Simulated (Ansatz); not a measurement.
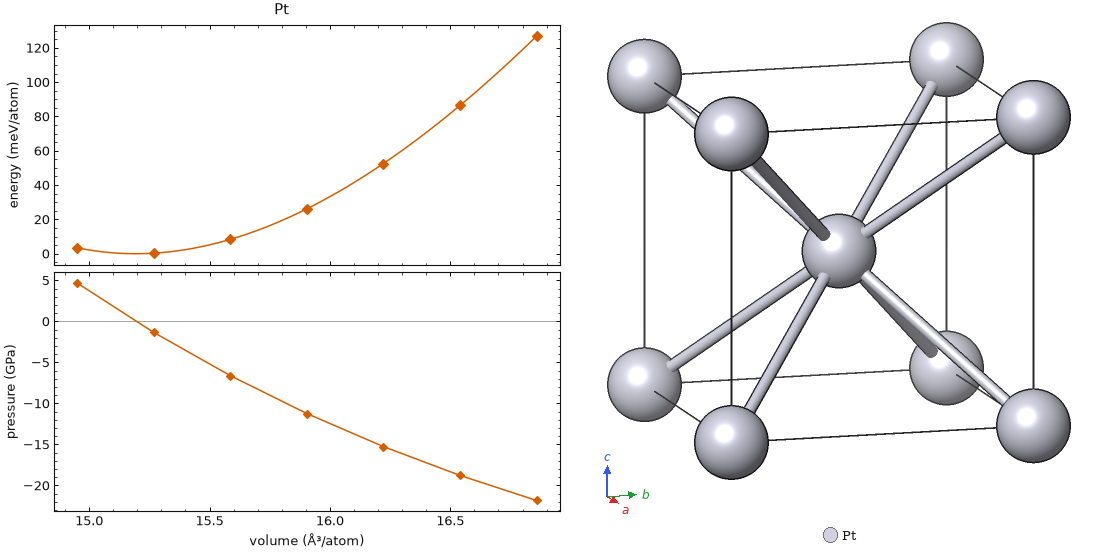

The plot gives the computed energy and pressure against volume for Pt, space group Im-3m (No. 229). The conventional cell is drawn beside the plot.

Cell as given: a = 2.744 Å, b = 2.744 Å, c = 2.744 Å, α = 109.47°, β = 109.47°, γ = 109.47°; 1 atom.

Calculation (Ansatz 0.2.0): all-electron LAPW DFT, no spin polarisation; energies at scaled volumes of the given cell, shape and fractions fixed, counted from the fit's minimum, third-order Birch-Murnaghan fit. Level: PBEsol.

k mesh 12×12×12; occupations Fermi–Dirac; smearing width 0.05 eV; potentials all electron LAPW, scalar relativistic; program settings basis error eV/atom 0.001.

> How stiff is the solid, and where is its volume at rest?

A third-order Birch–Murnaghan fit gives V0 = 15.19 Å³/atom, B0 = 278 GPa and B′ = 5.4.

> Read off the course of the pressure.

It falls from 4.68 GPa at volume 14.95 Å³/atom to −21.83 GPa at 16.86 Å³/atom, and changes sign near 15.20 Å³/atom.

Keep in mind: spin-orbit coupling left out, heavy elements.
